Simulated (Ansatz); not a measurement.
Start from this file.

```
CELL_PARAMETERS angstrom
3.27246 0.00000 0.00000
0.00000 3.27246 0.00000
0.00000 0.00000 3.27246
ATOMIC_POSITIONS crystal
Nb 0.00000 0.00000 0.00000
Nb 0.50000 0.50000 0.50000
```

### What does this file describe?

The element is niobium. The space group is Im-3m (No. 229); the lattice is body-centred cubic. The prototype is body-centred cubic (W type). The cell holds two atoms. About every Nb there are eight Nb in a cubic arrangement at 2.83 Å. Not all metal-metal contacts are counted. The bonds build a three-dimensional framework.

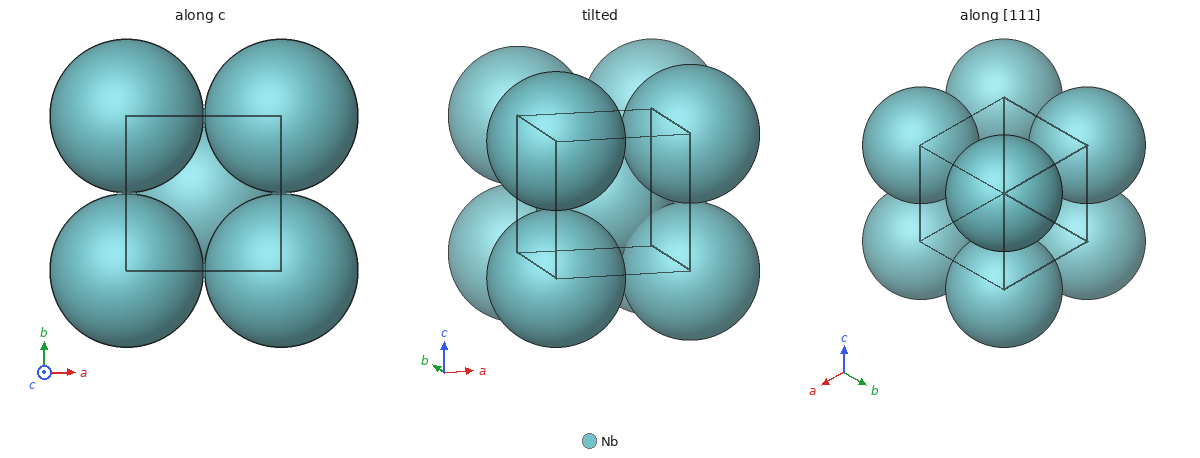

Figure: space-filling view along the c axis, slightly off an axis and along [111]. The frame is the conventional unit cell; atoms at its boundary are shown with their periodic copies.

The cell started as a structure listed in the Materials Project, with elements exchanged, so it need not be a known form of the compound. A relaxation with Ansatz, DFT PBEsol, scalar-relativistic, plane waves, PAW gave the geometry drawn.
